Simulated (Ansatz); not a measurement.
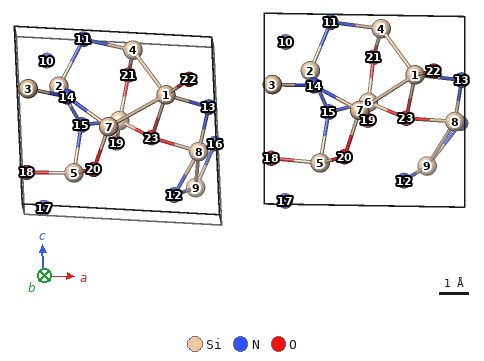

Two geometries of an amorphous cell of composition Si$_{9}$N$_{8}$O$_{6}$ (coarse preliminary run), drawn at one scale. One is the start of a relaxation, the other its converged end. Style: ball-and-stick. Shown: the cell of the calculation, along the b axis.

Computed with Ansatz 0.2.0, DFT PBE, scalar-relativistic, plane waves, PAW. Set-up: plane-wave cutoff 420 eV; k-point mesh 1 × 1 × 1; occupations gaussian; smearing width 0.1 eV; mesh shifted by (0.25, 0.25, 0.25); no spin polarisation; cell and atoms relaxed; force threshold 0.04 eV/Å; at most 70 steps.

Which geometry has the lower energy?

The left one is the relaxed one. Case: the last frame of the dynamics. N12 moves most relative to the cell: 0.48 Å roughly along +a. Largest moves by element: N 0.48 Å, Si 0.48 Å, O 0.39 Å. The drawn cell changes as follows: a 6.951 → 6.848 Å (−1.5 %), b 6.753 → 6.899 Å (+2.2 %), c 6.614 → 6.198 Å (−6.3 %), α 92.8° → 99.3°, β 90.8° → 95.5°, γ 92.5° → 91.1°; the volume changes by −7.2 %. Some distances before and after: Si8–N12 2.786 → 1.903 Å, Si9–N17 2.448 → 1.910 Å, Si1–O23 2.058 → 2.221 Å, Si9–N16 1.921 → 1.765 Å. New bonds form: Si9–N17 (2.45 → 1.91 Å). Among the angles between lasting bonds that change: Si9–Si8–O23 79.1° → 103.4°, Si2–N11–Si5 142.8° → 122.6°, N12–Si9–N16 110.3° → 90.3°. The energy falls by 2.740 eV per cell of the calculation in 13 accepted moves (17 points after the start). The largest force component goes from 2 to 0.029 eV/Å. The pressure goes from −3.01 to −0.03 GPa. The line search rejected the trial steps at points 7, 10 of the run. At 2 points the geometry stayed and the basis and grid were re-selected for the new cell (energy shift of 0.5 meV per cell of the calculation at most each time).

Limits of the set-up: the periodic images lie only 6.6 Å apart, so the values are limited by the cell's size.
